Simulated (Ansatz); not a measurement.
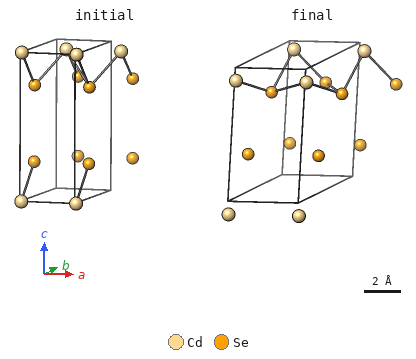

The structure of solid CdSe$_{2}$ (built on the MoS2-187 type type) before (left) and after (right) a relaxation, at one scale.

A ball-and-stick model of the cell of the calculation, reduced to other axes, repeated 2 × 1 × 1 with one cell outlined, seen slightly off an axis. Lengths and directions refer to the drawn axes.

Case: shaken.

Level of theory: DFT, PBEsol, plane waves, PAW (Ansatz 0.2.0).

Input
```yaml
crystal:
  lattice:
    - [6.5413799674, 0.051692636, 0.011446453]
    - [-1.6129614239, 2.8312333927, 0.0185832058]
    - [0.0146934051, 0.0635730833, 8.3945800879]
  atoms:
    - { symbol: Cd, position: [-0.0138387004, -0.0319426314, 0.0023019711] }
    - { symbol: Se, position: [0.1737987855, 0.664322877, 0.2279516741] }
    - { symbol: Se, position: [0.1466173855, 0.6522954495, 0.7650885335] }
    - { symbol: Cd, position: [0.5115440637, -0.0056472018, 0.0156247244] }
    - { symbol: Se, position: [0.6627219617, 0.6215895513, 0.2491307312] }
    - { symbol: Se, position: [0.6486842934, 0.6223669393, 0.764665739] }
kpoints:
  mp_grid: { grid: [6, 6, 2] }
hamiltonian:
  xc: pbesol
scf:
  occupations: { method: fermi_dirac, width: 0.05 }
relax:
  f_tol: 0.01
  cell: {}
  max_steps: 120
```

Command:
```bash
ansatz run input.yaml --threads 2 --pin off --max-ram 2211MiB --backend cpu --events-out ev --progress --plain --runs-dir out
```

Question: What changed between the two?

Answer: After 38 accepted moves (44 points after the start) the energy has fallen by 316 meV per atom. Largest force component: 0.73 eV/Å at the start, 0.0042 eV/Å at the end. The pressure goes from 2.61 to 0.01 GPa. The line search rejected the trial steps at points 17, 27, 28, 38 of the run. At 2 points the geometry stayed and the basis and grid were re-selected for the new cell (energy shift of 17.0 meV per atom at most each time). The largest move relative to the cell is that of Se3, 1.23 Å roughly along −a. Largest moves by element: Se 1.23 Å, Cd 0.74 Å. The drawn cell changes as follows: a 3.259 → 4.009 Å (+23.0 %), b 5.710 → 5.765 Å (+1.0 %), c 8.395 → 7.487 Å (−10.8 %), α 89.4° → 71.8°, β 89.3° → 88.6°, γ 89.3° → 69.1°; the volume changes by −2.1 %. Near-neighbour distances that change, for instance: Cd1–Se3 2.764 → 4.372 Å, Se3–Se6 3.347 → 4.892 Å, Cd1–Se5 4.216 → 3.075 Å, Cd4–Se5 2.725 → 3.761 Å. New bonds form: Cd1–Se5 (4.22 → 3.08 Å), Se3–Se6 (3.21 → 2.40 Å). Bonds break: Cd1–Se3 (2.76 → 4.37 Å), Cd1–Se6 (2.79 → 3.77 Å), Cd4–Se5 (2.73 → 3.76 Å). Among the angles between lasting bonds that change: Se2–Cd1–Se5 76.3° → 128.3°, Se2–Cd4–Se6 135.9° → 99.7°, Se3–Cd1–Se5 139.6° → 107.5°. The space group stays P1 (No. 1). Cost: 14 min on 2 threads of Intel(R) Xeon(R) Processor @ 2.70GHz, on a shared host, peak memory 0.63 GiB.

Limits of the set-up: the k-point mesh is coarse for a cell with partly filled bands; layers or molecules are held without a dispersion correction, so their spacing is unreliable.
